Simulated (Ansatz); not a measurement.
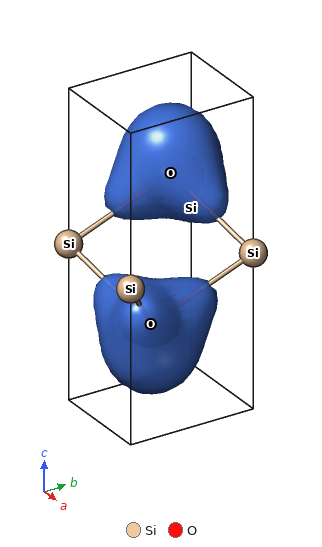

*SiO₂. Isosurface of the electron localisation function at 0.75 (blue), seen slightly off an axis. Core shells and regions of very low density are left out. Sticks mark near contacts.*

Space group P-3m1; a structure generated by program, which may or may not match a known phase.

All numbers below come from Ansatz, DFT PBE+D3(BJ), scalar-relativistic, plane waves, PAW.

In a PAW calculation such maps are meaningful between the atoms, not at the nuclei.

```xyz
3
Lattice="2.6865 0.0000 0.0000 -1.3433 2.3266 0.0000 0.0000 0.0000 4.6030" Properties=species:S:1:pos:R:3 pbc="T T T"
Si    0.0000    0.0000    2.3015
O     0.0000    1.5511    3.2172
O     1.3433    0.7755    1.3858
```

### Identify the bonds, lone pairs and shells in this picture.

At this value the surface marks out two regions on O in which the atom's valence shell and bonds are merged, counted in one cell of 3 atoms. Regions shared between cells count once. Profiles from the grid: Si–O (1.80 Å): the ELF peaks at about 0.85 between the atoms.
